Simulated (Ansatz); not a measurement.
# Run report: SiO₂, geometry relaxation (part 2 of 2)

SiO₂ (P4₂/mnm, 6 atoms in the cell); DFT, r2SCAN, plane waves, PAW, no spin polarisation (Ansatz 0.2.0); cutoff 500 eV, 4×4×7 k-mesh, Fermi–Dirac smearing of 0.1458 eV. The structure derives from an entry of the Crystallography Open Database.

Geometry of the input (Å; fractional positions):
```
4.1509  0.0000  0.0000
0.0000  4.1509  0.0000
0.0000  0.0000  2.6483
Si 0.0000  0.0000  0.0000
Si 0.5000  0.5000  0.5000
O  0.3059  0.3059  0.0000
O  0.1941  0.8059  0.5000
O  0.6941  0.6941  0.0000
O  0.8059  0.1941  0.5000
```

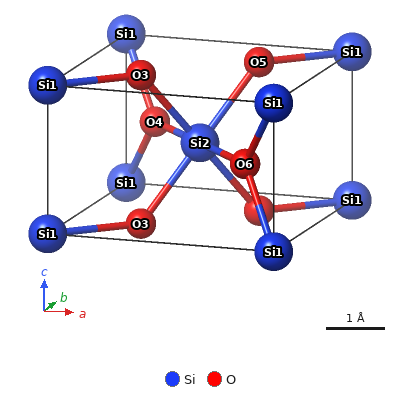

Fig. 1: The geometry at step 2 of the log (ball-and-stick view of the cell of the calculation, seen slightly off an axis; atoms are numbered from 1 in the order of the input).

## What the program printed, continued
```
Crystal: 6 atoms, lattice volume = 46.753 Å³
iter 1 solved again at ethr=4.18e-8 eV; its pass at ethr=3.10e-3 eV (dr2=1.34e-5 eV) is discarded
SCF iter   1: F=—  HF=-3559.336124 eV  |F-HF|=—  |Δ(HF+E_count)|=         —  Δρ=2.01e-4  dr2=1.30e-5  dr2_τ=6.86e-5  ethr=4.18e-8  ⟨swp⟩=2.6  Hψ=2465  notcnv=0
preconditioner: auto → Resta (q_TF=auto, 2.561 Å⁻¹)  ε∞=4.0  [insulator: Δε(μ)=6.511 eV  Ē_g=17.666 eV  σ=0.146 eV  W_gap=1.00  n_scr=10 (ndim 2)  ℏωp=30.7 eV  f_vac=0.000  D(μ)=0.00/eV (n_scr^D=0)  ε∞_Penn≈4.0]
SCF iter   2: F=—  HF=-3559.336132 eV  |F-HF|=—  |Δ(HF+E_count)|=   8.52e-6  Δρ=1.63e-4  dr2=8.64e-6  dr2_τ=2.80e-7  ethr=4.05e-8  ⟨swp⟩=2.0  Hψ=792  notcnv=0
SCF iter   3: F=—  HF=-3559.336130 eV  |F-HF|=—  |Δ(HF+E_count)|=   2.11e-6  Δρ=4.60e-5  dr2=5.67e-7  dr2_τ=8.50e-8  ethr=2.70e-8  ⟨swp⟩=2.0  Hψ=761  notcnv=0
SCF iter   4: F=-3559.336130 eV  HF=-3559.336130 eV  |F-HF|=2.28e-8  |Δ(HF+E_count)|=   9.84e-8  Δρ=1.51e-5  dr2=5.16e-8  dr2_τ=8.19e-9  ethr=4.39e-10  ⟨swp⟩=10.1  Hψ=3666  notcnv=0
SCF 4 converged in 4 iterations: F = -3559.336130 eV  dr2 = 5.16e-8
relax step   4: F+E_penalty+E_count = -3559.33613025 eV  Δ(F+E_penalty+E_count) = +4.602e-6 eV  max|allowed force component| = 3.613e-3 eV/Å  Δτ_max = 0.0005 Å  P = +0.004 GPa  Ω = 46.753 Å³  energy of the carried Pulay correction = -9.144e-4 eV  (4 SCF iters, dr2 threshold 1.40e-7 eV, accepted)
Crystal: 6 atoms, lattice volume = 46.751 Å³
iter 1 solved again at ethr=2.24e-9 eV; its pass at ethr=3.10e-3 eV (dr2=7.17e-7 eV) is discarded
SCF iter   1: F=—  HF=-3559.336133 eV  |F-HF|=—  |Δ(HF+E_count)|=         —  Δρ=4.95e-5  dr2=7.97e-7  dr2_τ=6.04e-6  ethr=2.24e-9  ⟨swp⟩=2.7  Hψ=2411  notcnv=0
preconditioner: auto → Resta (q_TF=auto, 2.561 Å⁻¹)  ε∞=4.0  [insulator: Δε(μ)=6.511 eV  Ē_g=17.667 eV  σ=0.146 eV  W_gap=1.00  n_scr=10 (ndim 2)  ℏωp=30.7 eV  f_vac=0.000  D(μ)=0.00/eV (n_scr^D=0)  ε∞_Penn≈4.0]
SCF iter   2: F=—  HF=-3559.336134 eV  |F-HF|=—  |Δ(HF+E_count)|=   1.97e-7  Δρ=4.14e-5  dr2=5.59e-7  dr2_τ=1.24e-8  ethr=2.24e-9  ⟨swp⟩=2.2  Hψ=793  notcnv=0
SCF iter   3: F=—  HF=-3559.336133 eV  |F-HF|=—  |Δ(HF+E_count)|=   2.26e-7  Δρ=1.23e-5  dr2=3.22e-8  dr2_τ=8.08e-9  ethr=1.75e-9  ⟨swp⟩=2.0  Hψ=751  notcnv=0
SCF iter   4: F=—  HF=-3559.336133 eV  |F-HF|=—  |Δ(HF+E_count)|=   1.35e-8  Δρ=4.48e-6  dr2=3.82e-9  dr2_τ=4.33e-10  ethr=1.01e-10  ⟨swp⟩=2.0  Hψ=696  notcnv=0
SCF iter   5: F=-3559.336133 eV  HF=-3559.336133 eV  |F-HF|=1.21e-10  |Δ(HF+E_count)|=   1.42e-9  Δρ=1.46e-6  dr2=6.11e-10  dr2_τ=5.28e-11  ethr=2.55e-12  ⟨swp⟩=7.1  Hψ=2663  notcnv=0
SCF 5 converged in 5 iterations: F = -3559.336133 eV  dr2 = 6.11e-10
  greatest PAW one-centre occupation: 0.868 electrons in one spin orbital (limit 2), on the O atom at site 4 (counted from 0), in its partial waves of l = 0
relax step   5: F+E_penalty+E_count = -3559.33613340 eV  Δ(F+E_penalty+E_count) = -3.148e-6 eV  max|allowed force component| = 4.408e-5 eV/Å  Δτ_max = 0.0002 Å  P = -0.001 GPa  Ω = 46.751 Å³  energy of the carried Pulay correction = -9.129e-4 eV  (5 SCF iters, dr2 threshold 8.16e-10 eV, accepted)
Initial wavefunctions: pseudopotential atomic-orbital guess (no wavefunctions were taken with the density)
iter 1 solved again at ethr=1.52e-7 eV; its pass at ethr=3.10e-3 eV (dr2=4.85e-5 eV) is discarded
SCF iter   1: F=—  HF=-3559.336858 eV  |F-HF|=—  |Δ(HF+E_count)|=         —  Δρ=2.46e-4  dr2=7.88e-7  dr2_τ=1.41e-6  ethr=1.52e-7  ⟨swp⟩=3.8  Hψ=3719  notcnv=0
preconditioner: auto → Resta (q_TF=auto, 2.561 Å⁻¹)  ε∞=4.0  [insulator: Δε(μ)=6.510 eV  Ē_g=17.666 eV  σ=0.146 eV  W_gap=1.00  n_scr=10 (ndim 2)  ℏωp=30.7 eV  f_vac=0.000  D(μ)=0.00/eV (n_scr^D=0)  ε∞_Penn≈4.0]
SCF iter   2: F=—  HF=-3559.336906 eV  |F-HF|=—  |Δ(HF+E_count)|=   4.86e-5  Δρ=1.97e-4  dr2=5.05e-7  dr2_τ=8.04e-6  ethr=2.46e-9  ⟨swp⟩=2.8  Hψ=794  notcnv=0
SCF iter   3: F=—  HF=-3559.336958 eV  |F-HF|=—  |Δ(HF+E_count)|=   5.17e-5  Δρ=1.70e-5  dr2=2.61e-8  dr2_τ=4.73e-8  ethr=1.58e-9  ⟨swp⟩=2.0  Hψ=793  notcnv=0
SCF iter   4: F=—  HF=-3559.336958 eV  |F-HF|=—  |Δ(HF+E_count)|=   2.30e-7  Δρ=2.98e-6  dr2=6.74e-10  dr2_τ=1.27e-9  ethr=8.16e-11  ⟨swp⟩=2.0  Hψ=774  notcnv=0
SCF iter   5: F=—  HF=-3559.336958 eV  |F-HF|=—  |Δ(HF+E_count)|=   5.29e-9  Δρ=9.13e-7  dr2=9.40e-11  dr2_τ=3.52e-11  ethr=2.11e-12  ⟨swp⟩=2.1  Hψ=715  notcnv=0
SCF iter   6: F=-3559.336958 eV  HF=-3559.336958 eV  |F-HF|=3.55e-11  |Δ(HF+E_count)|=  1.72e-10  Δρ=2.07e-7  dr2=5.45e-12  dr2_τ=5.83e-12  ethr=1.00e-12  ⟨swp⟩=6.3  Hψ=2334  notcnv=0
SCF 6 converged in 6 iterations: F = -3559.336958 eV  dr2 = 5.45e-12
relax step   6: F+E_penalty+E_count = -3559.33695835 eV  Δ(F+E_penalty+E_count) = -8.250e-4 eV  max|allowed force component| = 1.738e-4 eV/Å  Δτ_max = 0.0000 Å  P = -0.031 GPa  Ω = 46.751 Å³  stress off target by 3.33e-2 GPa  SCF on the basis re-selected at this cell (its energy is not comparable with the rows above)  (6 SCF iters)
basis re-selected at this cell: Δ(F+E_penalty+E_count) = -8.250e-4 eV, ΔP = -0.031 GPa vs the last step (what re-selecting the basis moved, of the pressure what is left beyond the Pulay correction that the steps carried, after the strain that the cell walked since its last selection, with what the two solves' SCF thresholds leave and, on support functions, any second-order correction that the steps lacked; it is no measure of the basis error at this ecutwfc). This SCF's stress stands 3.33e-2 GPa from its target on what of the cell is left free (relax.cell.stress_tol is 5.00e-2 GPa) and its largest allowed force component is 1.74e-4 eV/Å (relax.f_tol is 1.00e-3 eV/Å): within both
SCF converged after 6 iterations
Free energy (F): -3559.336958 eV
Harris-Foulkes:  -3559.336958 eV  (|F-HF|=3.55e-11)
Internal energy: -3559.336958 eV  (E = F + TS)
E sigma→0 (E₀):  -3559.336958 eV
Fermi energy:    13.412734 eV
--- Per-component energies (eV) ---
  E_band       = 42.540308
  E_kinetic    = 820.110858
  E_local      = -1224.686203  (includes V_loc(G=0)·N_el)
  E_nonlocal   = 231.720878
  E_hartree    = 437.806278
  E_xc         = -404.022720
  E_vxc        = -533.681035  (∫ρ·V_xc dr)
  E_paw        = -1683.066327  (= ΣΔE_a)
  E_vpaw       = -158.445746  (= ΣTr[D̂ρ^β])
  E_aug_tail   = 0.004657  (compensation charges beyond the density's cutoff)
  E_vtau       = 31.904288  (kinetic-family band-sum trace: ∫τ·v_τ [+ j·A + Jᵃ·Aᵃ] dr)
  E_ewald      = -1736.923750
  E_core_change = -0.280630  (= ΣΔE_core)
  E_smearing   = -0.000000  (= −TS)
  E_closure    = 0.000000  (closes the sum)
  Σ components = -3559.336958   (vs F -3559.336958, Δ=0.00e0)
--- Forces (eV/Å), atoms counted from 1 ---
  atom   1  Si     0.00000000     0.00000000     0.00000000
  atom   2  Si    -0.00000000     0.00000000     0.00000000
  atom   3  O      0.00017382     0.00017382     0.00000000
  atom   4  O     -0.00017382     0.00017382     0.00000000
  atom   5  O     -0.00017382    -0.00017382     0.00000000
  atom   6  O      0.00017382    -0.00017382     0.00000000
  max |Σ_I F_I| component: 1.30e-18 eV/Å
--- Stress (GPa, compression-positive) ---
       -0.033323       0.000000       0.000000
        0.000000      -0.033323       0.000000
        0.000000       0.000000      -0.027391
  P = ⅓ Tr σ = -0.0313 GPa (-0.313 kbar)
--- Band table (eV; the first three rows and the last of 24) ---
  k-point 0: bands = ["-13.3917", "-9.8180", "-9.8180", "-9.5541", "-0.9003", "3.6375", "3.6375", "3.8106", "4.6813", "4.9622", "6.9587", "6.9587", "7.6154", "9.2370", "9.2370", "10.1157", "16.6261"]
  k-point 1: bands = ["-13.1209", "-9.6849", "-9.6849", "-9.5378", "-0.7854", "3.8680", "3.8680", "3.9942", "4.1114", "4.5661", "6.0916", "6.0916", "6.7131", "9.0314", "9.0314", "9.8623", "17.5565"]
  k-point 2: bands = ["-12.3588", "-9.6568", "-9.3629", "-9.3629", "-0.5294", "3.1247", "3.1440", "4.3861", "4.3861", "4.5859", "4.5859", "4.9762", "5.3755", "8.4011", "8.4011", "9.0606", "18.8409"]
  k-point 23: bands = ["-10.4841", "-10.4841", "-9.3043", "-9.3043", "-0.5611", "-0.5611", "2.0424", "2.0424", "5.5117", "5.5117", "5.5490", "5.5490", "8.3636", "8.3636", "8.4756", "8.4756", "18.4191"]
--- Relaxed structure (5 steps of the walk, 5 accepted, 1 SCFs on fresh bases) ---
  F+E_penalty+E_count = -3559.33695835 eV   max|allowed force component| = 1.738e-4 eV/Å   (the final SCF, on the basis selected at the relaxed cell)
  cell:  # Å, volume = 46.7514 Å³
    - [4.185354857646779, 7.864992573651546e-36, 0.0]
    - [7.864992573651546e-36, 4.185354857646779, 0.0]
    - [0.0, 0.0, 2.6688850357407294]
  atoms:
    - { symbol: Si, position: [4.625404981597602e-21, -2.1766611678106036e-21, 0.0] }
    - { symbol: Si, position: [0.5, 0.5, 0.5] }
    - { symbol: O, position: [0.3061040339564425, 0.3061040339564425, 0.0] }
    - { symbol: O, position: [0.1938959660435575, 0.8061040339564424, 0.5] }
    - { symbol: O, position: [0.6938959660435575, 0.6938959660435575, 0.0] }
    - { symbol: O, position: [0.8061040339564424, 0.1938959660435575, 0.5] }
```

## File rho_z.tsv
```
# z_ang	rho[e/angstrom^3]
# format = ansatz-planar-average/11
# lattice	4.185354858	0.000000000	0.000000000
# lattice	0.000000000	4.185354858	0.000000000
# lattice	0.000000000	0.000000000	2.668885036
# sites	6
# site	14	0.000000000	-0.000000000	0.000000000
# site	14	2.092677429	2.092677429	1.334442518
# site	8	1.281154005	1.281154005	0.000000000
# site	8	0.811523423	3.373831434	1.334442518
# site	8	2.904200852	2.904200852	0.000000000
# site	8	3.373831434	0.811523423	1.334442518
0.000000	9.072246e-1
0.133444	8.624755e-1
0.266889	7.478796e-1
0.400333	6.120015e-1
0.533777	5.096875e-1
0.667221	4.734049e-1
0.800666	5.096875e-1
0.934110	6.120015e-1
1.067554	7.478796e-1
1.200998	8.624755e-1
1.334443	9.072246e-1
1.467887	8.624755e-1
1.601331	7.478796e-1
1.734775	6.120015e-1
1.868220	5.096875e-1
2.001664	4.734049e-1
2.135108	5.096875e-1
2.268552	6.120015e-1
2.401997	7.478796e-1
2.535441	8.624755e-1
```

## Trajectory as extended XYZ (Å, eV, eV/Å), 6 frames, from step=1 to step=6
```
6
Lattice="4.1509 0.0000 0.0000 0.0000 4.1509 0.0000 0.0000 0.0000 2.6483" Properties=species:S:1:pos:R:3:forces:R:3 step=1 energy=-3559.30854 pressure_GPa=8.43
Si    0.0000    0.0000    0.0000    0.0000   0.0000   0.0000
Si    2.0754    2.0754    1.3242    0.0000   0.0000   0.0000
O     1.2697    1.2697    0.0000   -0.0949  -0.0949   0.0000
O     0.8057    3.3452    1.3242    0.0949  -0.0949   0.0000
O     2.8811    2.8811    0.0000    0.0949   0.0949   0.0000
O     3.3452    0.8057    1.3242   -0.0949   0.0949   0.0000
6
Lattice="4.1664 0.0000 0.0000 0.0000 4.1664 0.0000 0.0000 0.0000 2.6565" Properties=species:S:1:pos:R:3:forces:R:3 step=2 energy=-3559.32768 pressure_GPa=4.63
Si    0.0000    0.0000    0.0000    0.0000   0.0000   0.0000
Si    2.0832    2.0832    1.3282    0.0000   0.0000   0.0000
O     1.2745    1.2745    0.0000   -0.0377  -0.0377   0.0000
O     0.8087    3.3577    1.3282    0.0377  -0.0377   0.0000
O     2.8920    2.8920    0.0000    0.0377   0.0377   0.0000
O     3.3577    0.8087    1.3282   -0.0377   0.0377   0.0000
6
Lattice="4.1846 0.0000 0.0000 0.0000 4.1846 0.0000 0.0000 0.0000 2.6683" Properties=species:S:1:pos:R:3:forces:R:3 step=3 energy=-3559.33614 pressure_GPa=0.16
Si    0.0000    0.0000    0.0000    0.0000   0.0000   0.0000
Si    2.0923    2.0923    1.3342    0.0000   0.0000   0.0000
O     1.2807    1.2807    0.0000    0.0060   0.0060   0.0000
O     0.8116    3.3729    1.3342   -0.0060   0.0060   0.0000
O     2.9039    2.9039    0.0000   -0.0060  -0.0060   0.0000
O     3.3729    0.8116    1.3342    0.0060  -0.0060   0.0000
6
Lattice="4.1855 0.0000 0.0000 0.0000 4.1855 0.0000 0.0000 0.0000 2.6689" Properties=species:S:1:pos:R:3:forces:R:3 step=4 energy=-3559.33613 pressure_GPa=0.00
Si    0.0000    0.0000    0.0000    0.0000   0.0000   0.0000
Si    2.0927    2.0927    1.3344    0.0000   0.0000   0.0000
O     1.2813    1.2813    0.0000   -0.0036  -0.0036   0.0000
O     0.8114    3.3740    1.3344    0.0036  -0.0036   0.0000
O     2.9042    2.9042    0.0000    0.0036   0.0036   0.0000
O     3.3740    0.8114    1.3344   -0.0036   0.0036   0.0000
6
Lattice="4.1854 0.0000 0.0000 0.0000 4.1854 0.0000 0.0000 0.0000 2.6689" Properties=species:S:1:pos:R:3:forces:R:3 step=5 energy=-3559.33613 pressure_GPa=-0.00
Si    0.0000    0.0000    0.0000    0.0000   0.0000   0.0000
Si    2.0927    2.0927    1.3344    0.0000   0.0000   0.0000
O     1.2812    1.2812    0.0000    0.0000   0.0000   0.0000
O     0.8115    3.3738    1.3344    0.0000   0.0000   0.0000
O     2.9042    2.9042    0.0000    0.0000   0.0000   0.0000
O     3.3738    0.8115    1.3344    0.0000   0.0000   0.0000
6
Lattice="4.1854 0.0000 0.0000 0.0000 4.1854 0.0000 0.0000 0.0000 2.6689" Properties=species:S:1:pos:R:3:forces:R:3 step=6 energy=-3559.33696 pressure_GPa=-0.03
Si    0.0000    0.0000    0.0000    0.0000   0.0000   0.0000
Si    2.0927    2.0927    1.3344    0.0000   0.0000   0.0000
O     1.2812    1.2812    0.0000    0.0002   0.0002   0.0000
O     0.8115    3.3738    1.3344   -0.0002   0.0002   0.0000
O     2.9042    2.9042    0.0000   -0.0002  -0.0002   0.0000
O     3.3738    0.8115    1.3344    0.0002  -0.0002   0.0000
```

## Summary

```csv
quantity,value
outcome,converged
space group (tolerance 0.01 Å),P4₂/mnm (136)
electrons treated,32
free energy,−3559.3370 eV
Fermi energy,13.413 eV
gap on the k-point mesh,6.51 eV
pressure,−0.03 GPa
final volume,46.75 Å³
largest force (length of the vector) at the end,under 0.001 eV/Å
final cell,"a = 4.185 Å, b = 4.185 Å, c = 2.669 Å, α = 90.00°, β = 90.00°, γ = 90.00°"
hardware,"1 thread of Arm Neoverse V2, 24 GiB of memory available, shared host"
wall time,20 s
peak memory,0.41 GiB
```

## Remarks

Settings chosen away from the usual ones: relax.f_tol set to 0.001; relax.max_displacement set to 0.3; scf.n_extra_bands set to 1; scf.mixing.algorithm set to msr1; scf.mixing.beta set to 0.2; scf.mixing.ndim set to 2.
